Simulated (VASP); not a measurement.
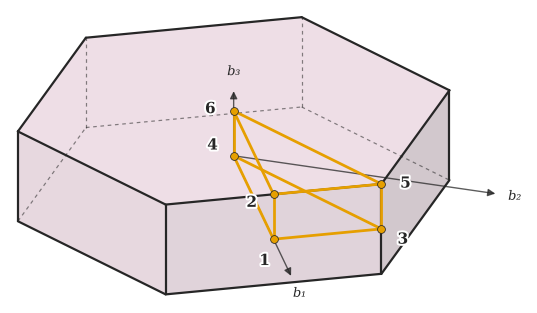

For C, the geometry relaxed with VASP Kohn-Sham DFT of a periodic cell, revPBE, VASP PAW PBE potentials, recommended in VASP: the first Brillouin zone of a primitive hexagonal lattice (hP; extended symbol hP2) is drawn with its special points numbered. The drawing is computed from the coordinates (standard cell, symmetry found to 0.002 Å).

a = 2.527 Å, b = 2.527 Å, c = 8.332 Å, α = 90.00°, β = 90.00°, γ = 120.00°.

Labels and path follow the convention of Hinuma et al. (2017), as computed by seekpath; the arrows show the directions of the reciprocal primitive vectors b₁, b₂, b₃, in which coordinates are given.

Q: Which special point is each number?

A:
| no. | label | coordinates |
| --- | --- | --- |
| 1 | M | (1/2, 0, 0) |
| 2 | L | (1/2, 0, 1/2) |
| 3 | K | (1/3, 1/3, 0) |
| 4 | Γ | (0, 0, 0) |
| 5 | H | (1/3, 1/3, 1/2) |
| 6 | A | (0, 0, 1/2) |
